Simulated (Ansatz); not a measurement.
## Geometry relaxation, with input and output: Si

The run: geometry relaxation of Si (Fd-3m, 2 atoms in the cell). Method and program: DFT, PBEsol, PAW with Ansatz's default frozen-core files, scalar-relativistic, no spin polarisation (Ansatz 0.2.0).

The structure was built on a prototype by a generator; it need not be a known phase. It belongs to a series of runs on one base structure; here: bulk cell relaxed. Figures and captions count atoms from 1; the log counts them from 0 in places.

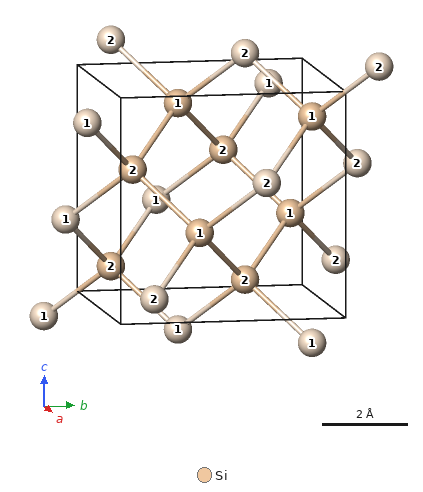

Figure 1. The starting structure (ball-and-stick view of the cell 4 times as large as that of the calculation, set on its symmetry axes, seen slightly off an axis; neighbours outside the cell are drawn fainter; atoms are numbered from 1 in the order of the input).

Input
```yaml
crystal:
  lattice:
    - [0.0, 2.7175356139, 2.7175356139]
    - [2.7175356139, 0.0, 2.7175356139]
    - [2.7175356139, 2.7175356139, 0.0]
  atoms:
    - { symbol: Si, position: [-0.125, -0.125, -0.125] }
    - { symbol: Si, position: [0.125, 0.125, 0.125] }
kpoints:
  mp_grid: { grid: [11, 11, 11] }
scf:
  occupations: { method: fermi_dirac, width: 0.02 }
hamiltonian:
  xc: pbesol
  pseudopotentials: { kind: paw }
output:
  forces: true
  stress: true
relax:
  f_tol: 0.005
  max_steps: 40
  cell: {}
```

Launched with:
```bash
ansatz run input.yaml --threads 1 --pin off --max-ram 3584MiB --backend cpu --events-out ev --progress --plain --runs-dir out
```

What the program printed
```
Engine: ansatz 0.2.0, aarch64-unknown-linux-gnu
Pseudopotentials: kind: paw
Pseudopotential: Si, paw, valence charge 4, recommended cutoff 420 eV (normal), Si.paw.azcp
Functional definition: PBEsol
  exchange = pbesol_x
  correlation = pbesol_c
Crystal: 2 atoms, lattice volume = 40.138 Å³
Basis set: ecut = 420 eV, 749 PW (Γ), exchange–correlation on 54×54×54 points (8 copies of the dense FFT grid, shifted against one another)
Bands: 8, of which v1, the nominal top of the filled ones, is band 4 counted from 1 (3 counted from 0)
Symmetry: 48 space group operations
Space group: Fd-3m (ITA 227), of the structure as read, at distance tolerance 3.4e-5 Å
k-points: 56 of 1331
Non-local potential: Si, projectors of the file, l = 0: 2, l = 1: 2, l = 2: 2
PAW form: soft (Blöchl's): semilocal exchange-correlation on the pseudo side does not see the compensation charge
PAW frozen core: Si, regenerated for the run's functional, and the local potential with it (the file was generated under x = pbe(κ = 0.804, μ = 0.2195149727645171), c = pbe(β = 0.06672455060314922))
PAW one-centre angular grid: Si, 110 points (default); XC on 64 Gauss nodes
Initial density: superposition of atomic densities (neutral atoms: chi_scale 0, normalization atom), corrected by the library's trained network
Initial wavefunctions: pseudopotential atomic-orbital guess
Functional: x = pbesol(κ = 0.804, μ = 0.12345679012345678), c = pbesol(β = 0.046)
SCF iter   1: F=—  HF=-1242.985252 eV  |F-HF|=—  |Δ(HF+E_count)|=         —  Δρ=2.92e-3  dr2=3.85e-3  ethr=1.77e-3  ⟨swp⟩=6.2  Hψ=4097  notcnv=0
preconditioner: auto → none  [insulator: Δε(μ)=0.465 eV  Ē_g=9.408 eV  σ=0.020 eV  W_gap=1.00  n_scr=8 (ndim 8)  ℏωp=16.6 eV  f_vac=0.000  D(μ)=0.00/eV (n_scr^D=0)  ε∞_Penn≈4.1]
SCF iter   2: F=—  HF=-1242.984786 eV  |F-HF|=—  |Δ(HF+E_count)|=   4.67e-4  Δρ=1.11e-3  dr2=4.65e-4  ethr=4.82e-5  ⟨swp⟩=2.6  Hψ=1138  notcnv=0
SCF iter   3: F=—  HF=-1242.984764 eV  |F-HF|=—  |Δ(HF+E_count)|=   2.15e-5  Δρ=1.79e-4  dr2=7.81e-6  ethr=5.82e-6  ⟨swp⟩=2.0  Hψ=672  notcnv=0
SCF iter   4: F=—  HF=-1242.984762 eV  |F-HF|=—  |Δ(HF+E_count)|=   2.48e-6  Δρ=1.66e-5  dr2=8.18e-8  ethr=9.76e-8  ⟨swp⟩=2.0  Hψ=621  notcnv=0
iter 5 did not close the SCF: its close was put off for the readings that it lacked (scf_convergence_deferred on its scf_iter line)
SCF iter   5: F=-1242.984762 eV  HF=-1242.984762 eV  |F-HF|=6.38e-10  |Δ(HF+E_count)|=   1.19e-8  Δρ=4.52e-6  dr2=4.48e-9  ethr=1.02e-9  ⟨swp⟩=1.9  Hψ=620  notcnv=0
SCF iter   6: F=-1242.984762 eV  HF=-1242.984762 eV  |F-HF|=2.32e-11  |Δ(HF+E_count)|=   1.08e-9  Δρ=4.95e-7  dr2=6.67e-11  ethr=5.60e-11  ⟨swp⟩=1.5  Hψ=1380  notcnv=0
SCF 1 converged in 6 iterations: F = -1242.984762 eV  dr2 = 6.67e-11
  greatest PAW one-centre occupation: 0.637 electrons in one spin orbital (limit 2), on the Si atom at site 1 (counted from 0), in its partial waves of l = 0
relax step   1: F+E_penalty+E_count = -1242.98476155 eV  Δ(F+E_penalty+E_count) = +0.000e0 eV  max|allowed force component| = 4.048e-18 eV/Å  Δτ_max = 0.0000 Å  P = -0.073 GPa  Ω = 40.138 Å³  (6 SCF iters, dr2 threshold 1.00e-7 eV, accepted)
Crystal: 2 atoms, lattice volume = 40.114 Å³
Initial density: handed on by an earlier stage of this run
Initial wavefunctions: those handed on with the density
iter 1 solved again at ethr=8.27e-9 eV; its pass at ethr=3.10e-3 eV (dr2=6.61e-7 eV) is discarded
SCF iter   1: F=—  HF=-1242.984777 eV  |F-HF|=—  |Δ(HF+E_count)|=         —  Δρ=3.47e-5  dr2=6.84e-7  ethr=8.27e-9  ⟨swp⟩=2.2  Hψ=4110  notcnv=0
preconditioner: auto → none  [insulator: Δε(μ)=0.487 eV  Ē_g=9.419 eV  σ=0.020 eV  W_gap=1.00  n_scr=8 (ndim 8)  ℏωp=16.6 eV  f_vac=0.000  D(μ)=0.00/eV (n_scr^D=0)  ε∞_Penn≈4.1]
SCF iter   2: F=—  HF=-1242.984772 eV  |F-HF|=—  |Δ(HF+E_count)|=   4.71e-6  Δρ=1.28e-5  dr2=8.31e-8  ethr=8.27e-9  ⟨swp⟩=1.7  Hψ=586  notcnv=0
SCF iter   3: F=-1242.984772 eV  HF=-1242.984772 eV  |F-HF|=1.14e-10  |Δ(HF+E_count)|=   2.40e-8  Δρ=1.51e-6  dr2=6.58e-10  ethr=1.66e-10  ⟨swp⟩=4.6  Hψ=1393  notcnv=0
SCF 2 converged in 3 iterations: F = -1242.984772 eV  dr2 = 6.58e-10
relax step   2: F+E_penalty+E_count = -1242.98477247 eV  Δ(F+E_penalty+E_count) = -1.091e-5 eV  max|allowed force component| = 6.939e-17 eV/Å  Δτ_max = 0.0000 Å  P = -0.017 GPa  Ω = 40.114 Å³  energy of the carried Pulay correction = +4.241e-6 eV  (3 SCF iters, dr2 threshold 1.32e-8 eV, accepted)
Initial wavefunctions: pseudopotential atomic-orbital guess (no wavefunctions were taken with the density)
iter 1 solved again at ethr=9.22e-8 eV; its pass at ethr=3.10e-3 eV (dr2=7.38e-6 eV) is discarded
SCF iter   1: F=—  HF=-1242.984774 eV  |F-HF|=—  |Δ(HF+E_count)|=         —  Δρ=1.58e-6  dr2=6.68e-10  ethr=9.22e-8  ⟨swp⟩=3.0  Hψ=5452  notcnv=0
eigensolver tolerance schedule: the retry pair's looser diagonalisation over-reported the residual by 11040.03 of it (diagonalisation noise at 0.49 of the residual, at the tolerance the schedule requests for it); recorded, not acted on — ethr = c·dr2/N_el stays at c = 1.0e-1
preconditioner: auto → none  [insulator: Δε(μ)=0.486 eV  Ē_g=9.418 eV  σ=0.020 eV  W_gap=1.00  n_scr=8 (ndim 8)  ℏωp=16.6 eV  f_vac=0.000  D(μ)=0.00/eV (n_scr^D=0)  ε∞_Penn≈4.1]
SCF iter   2: F=—  HF=-1242.984769 eV  |F-HF|=—  |Δ(HF+E_count)|=   5.32e-6  Δρ=7.84e-7  dr2=1.70e-10  ethr=8.35e-12  ⟨swp⟩=2.3  Hψ=692  notcnv=0
SCF iter   3: F=-1242.984769 eV  HF=-1242.984769 eV  |F-HF|=0.00e0  |Δ(HF+E_count)|=  6.98e-11  Δρ=7.32e-8  dr2=1.14e-12  ethr=1.00e-12  ⟨swp⟩=4.2  Hψ=1935  notcnv=0
SCF 3 converged in 3 iterations: F = -1242.984769 eV  dr2 = 1.14e-12
relax step   3: F+E_penalty+E_count = -1242.98476875 eV  Δ(F+E_penalty+E_count) = +3.720e-6 eV  max|allowed force component| = 5.609e-17 eV/Å  Δτ_max = 0.0000 Å  P = -0.017 GPa  Ω = 40.114 Å³  stress off target by 1.74e-2 GPa  SCF on the basis re-selected at this cell (its energy is not comparable with the rows above)  (3 SCF iters)
```

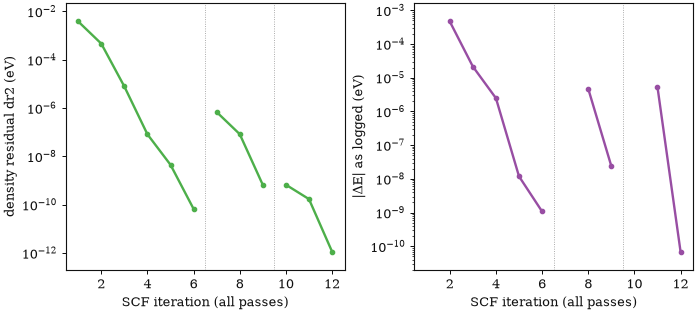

Figure 2. Convergence of the self-consistent field: density residual dr2 and size of the energy change against the SCF iteration. The dotted lines part the SCF passes of the relaxation: geometry steps, rejected trials and re-solves on a re-selected basis. The passes take 6, 3 and 3 iterations.

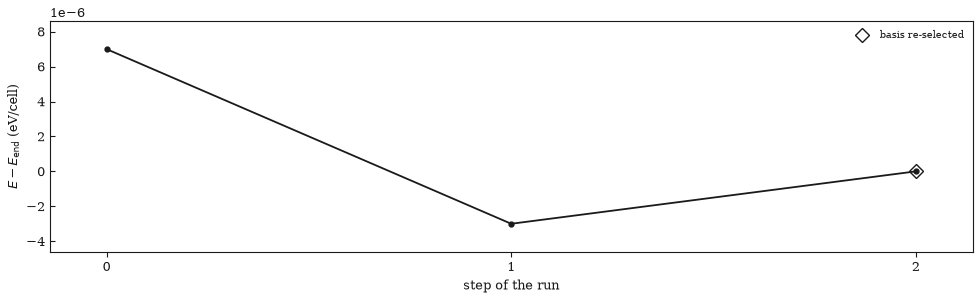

Figure 3. Progress of the relaxation, step by step (the first geometry is step 0 here and step 1 in the log). The atoms keep their places (all moves are under 0.005 Å). The cell doesn't change. The space group stays Fd-3m (No. 227). Over 1 geometry step the energy falls by next to nothing (0.0 meV per cell of the calculation). All forces vanish by symmetry, so only the cell relaxes. Pressure: −0.07 GPa at the start and −0.02 GPa at the end. A last SCF at the same geometry on a re-selected plane-wave basis shifts the energy by +0.0 meV per cell of the calculation.

```
basis re-selected at this cell: Δ(F+E_penalty+E_count) = +3.720e-6 eV, ΔP = -0.000 GPa vs the last step (what re-selecting the basis moved, of the pressure what is left beyond the Pulay correction that the steps carried, after the strain that the cell walked since its last selection, with what the two solves' SCF thresholds leave and, on support functions, any second-order correction that the steps lacked; it is no measure of the basis error at this ecutwfc). This SCF's stress stands 1.74e-2 GPa from its target on what of the cell is left free (relax.cell.stress_tol is 5.00e-2 GPa) and its largest allowed force component is 5.61e-17 eV/Å (relax.f_tol is 5.00e-3 eV/Å): within both
SCF converged after 3 iterations
Free energy (F): -1242.984769 eV
Harris-Foulkes:  -1242.984769 eV  (|F-HF|=0.00e0)
Internal energy: -1242.984769 eV  (E = F + TS)
E sigma→0 (E₀):  -1242.984769 eV
Entropy (-TS):   -0.000000 eV (-0.000 meV/atom)
Fermi energy:    6.398106 eV
--- Per-component energies (eV) ---
  E_band       = 8.659678
  E_kinetic    = 80.516304
  E_local      = -54.713897  (includes V_loc(G=0)·N_el)
  E_nonlocal   = 52.104647
  E_hartree    = 14.652165
  E_xc         = -109.325279
  E_vxc        = -93.618298  (∫ρ·V_xc dr)
  E_paw        = -997.888766  (= ΣΔE_a)
  E_vpaw       = -4.933414  (= ΣTr[D̂ρ^β])
  E_aug_tail   = 0.000012  (compensation charges beyond the density's cutoff)
  E_ewald      = -228.393076
  E_core_change = 0.063121  (= ΣΔE_core)
  E_smearing   = -0.000000  (= −TS)
  E_closure    = -0.000000  (closes the sum)
  Σ components = -1242.984769   (vs F -1242.984769, Δ=0.00e0)
--- Forces (eV/Å), atoms counted from 1 ---
  atom   1  Si    -0.00000000     0.00000000    -0.00000000
  atom   2  Si     0.00000000     0.00000000     0.00000000
  max |Σ_I F_I| component: 3.24e-17 eV/Å
--- Stress (GPa, compression-positive) ---
       -0.017395      -0.000000      -0.000000
       -0.000000      -0.017395      -0.000000
       -0.000000      -0.000000      -0.017395
  P = ⅓ Tr σ = -0.0174 GPa (-0.174 kbar)
--- Relaxed structure (2 steps of the walk, 2 accepted, 1 SCFs on fresh bases) ---
  F+E_penalty+E_count = -1242.98476875 eV   max|allowed force component| = 5.609e-17 eV/Å   (the final SCF, on the basis selected at the relaxed cell)
  cell:  # Å, volume = 40.1142 Å³
    - [-8.916901057567282e-35, 2.716999431339301, 2.716999431339301]
    - [2.716999431339301, 7.643058049343387e-35, 2.716999431339301]
    - [2.716999431339301, 2.716999431339301, 1.146458707401508e-34]
  atoms:
    - { symbol: Si, position: [-0.12500000000000003, -0.12500000000000003, -0.12500000000000003] }
    - { symbol: Si, position: [0.12500000000000003, 0.12500000000000003, 0.12500000000000003] }
```

Trajectory as extended XYZ (Å, eV, eV/Å), 3 frames, from step=1 to step=3
```
2
Lattice="0.0000 2.7175 2.7175 2.7175 0.0000 2.7175 2.7175 2.7175 0.0000" Properties=species:S:1:pos:R:3:forces:R:3 step=1 energy=-1242.98476 pressure_GPa=-0.07
Si   -0.6794   -0.6794   -0.6794    0.0000   0.0000   0.0000
Si    0.6794    0.6794    0.6794    0.0000   0.0000   0.0000
2
Lattice="0.0000 2.7170 2.7170 2.7170 0.0000 2.7170 2.7170 2.7170 0.0000" Properties=species:S:1:pos:R:3:forces:R:3 step=2 energy=-1242.98477 pressure_GPa=-0.02
Si   -0.6793   -0.6793   -0.6793    0.0000   0.0000   0.0000
Si    0.6793    0.6793    0.6793    0.0000   0.0000   0.0000
2
Lattice="0.0000 2.7170 2.7170 2.7170 0.0000 2.7170 2.7170 2.7170 0.0000" Properties=species:S:1:pos:R:3:forces:R:3 step=3 energy=-1242.98477 pressure_GPa=-0.02
Si   -0.6793   -0.6793   -0.6793    0.0000   0.0000   0.0000
Si    0.6793    0.6793    0.6793    0.0000   0.0000   0.0000
```

Results in brief

```tsv
quantity	value
outcome	converged
space group (tolerance 0.01 Å)	Fd-3m (227)
electrons treated	8
free energy	−1242.9848 eV
Fermi energy	6.398 eV
pressure	−0.02 GPa
final volume	40.11 Å³
largest force (length of the vector) at the end	under 0.001 eV/Å
final cell	a = 3.842 Å, b = 3.842 Å, c = 3.842 Å, α = 60.00°, β = 60.00°, γ = 60.00°
hardware	1 thread of Arm Neoverse V1, 24 GiB of memory available, shared host
wall time	4.1 s
peak memory	0.29 GiB
```
